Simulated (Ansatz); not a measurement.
# Direct or indirect: CaH2S2 sheet (C2/m)

```xyz
5
Lattice="4.4185 -0.0149 0.0000 2.2471 3.8045 0.0000 0.0000 0.0000 20.3200" Properties=species:S:1:pos:R:3 pbc="T T T"
Ca    2.1272    1.3890   10.1600
S    -0.0871    0.1302   11.4725
S     4.3414    2.6480    8.8475
H     4.3209    0.1103   12.8218
H     4.3511    2.6544    7.4982
```

Method: Ansatz, PBE, independent particles, without spin-orbit coupling, line width 0.1 eV (Gaussian). The band structure gives a fundamental gap of 3.83 eV. The spectrum of vertical transitions near the edge:

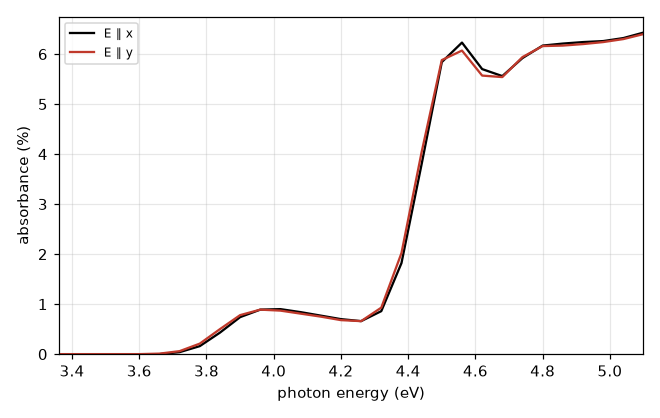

Task: Is the gap direct or indirect, and about where do vertical transitions set in?

Result: Direct: the band path has its least direct gap at the fundamental one, 3.83 eV, and the curves rise from there. Lines are broadened by 0.1 eV, which spreads the edge.

Cells made by substitution are models, which may or may not match a known phase.

[Logs are printed without paths, hosts, clocks, repeated set-up lines and the standing remarks that a program may print on its own settings, such as how far it seeks lower states.]
